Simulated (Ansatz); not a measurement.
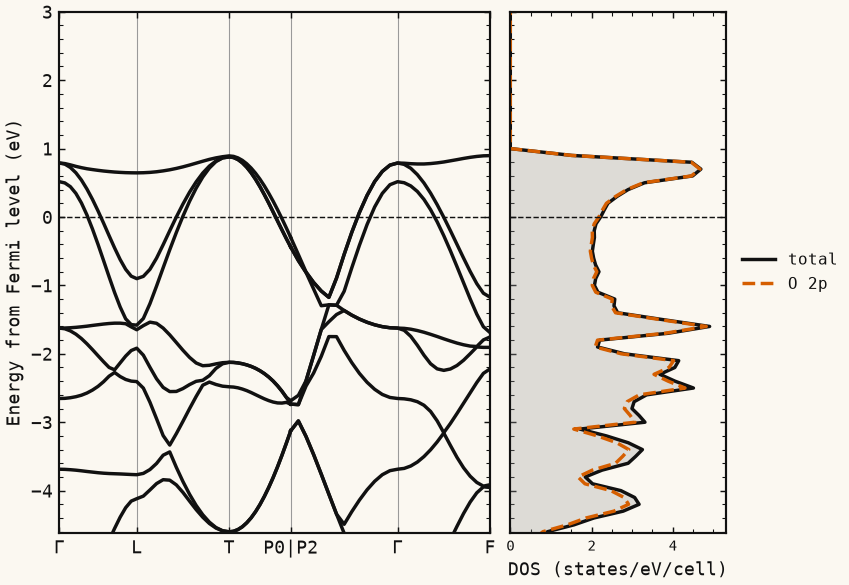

Band structure and density of states. Energies are counted from the Fermi level. The partial curves are projected on Löwdin-orthogonalised atomic shells.

Calculation on AlO$_{3}$, space group R-3m, 4 atoms in the cell; a = 3.68 Å, b = 3.68 Å, c = 3.68 Å, α = 102.93°, β = 102.93°, γ = 102.93°.

Method: DFT PBE, scalar-relativistic, plane waves, PAW, no spin polarisation, 15×15×15 k mesh, Gaussian smearing of 0.1 eV (Ansatz 0.2.0).

Question: Metal, semiconductor or insulator?

Answer: A metal: 3 bands cross the Fermi level along this path.

Question: Which levels at L lie nearest to the Fermi level?

Answer: At L the nearest levels lie 0.90 eV below and 0.65 eV above the Fermi level.

Question: What is the density of states at the Fermi level?

Answer: The density of states at the Fermi level is about 2.2 per eV and cell (mean within 0.25 eV), or 0.56 per atom.

Question: On which lines of the path do bands cross the Fermi level?

Answer: Bands cross the Fermi level on every line of the path.

The structure is an invented one, so it need not be a known or stable phase. The electron count is odd and the run has no spin polarisation, so a magnetic state may lie lower.
